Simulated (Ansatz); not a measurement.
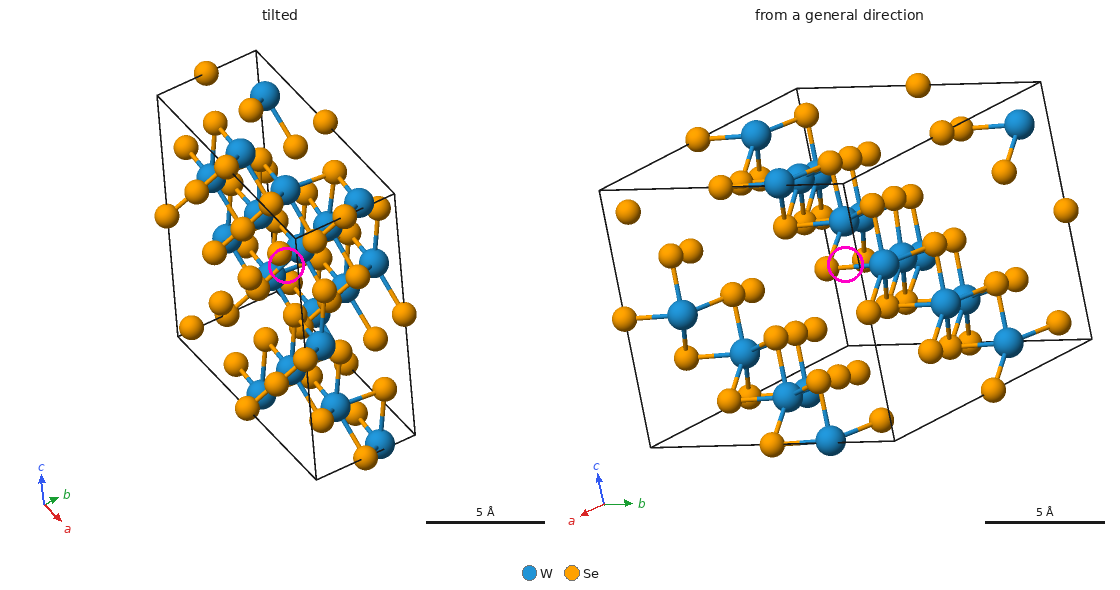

Crystal structure, ball-and-stick style, seen slightly off an axis and from a general direction. The lines enclose the supercell; boundary atoms appear with their images. The host is WSe2, in a cell of 48 sites, and the cell is neutral. A ring marks the defect's site.

### What kind of defect was put in?

A selenium vacancy. Around the empty site lie three W at about 2.5 Å.

The atoms were relaxed in the host's cell with DFT PBE+D3(BJ), scalar-relativistic, plane waves, PAW (Ansatz).
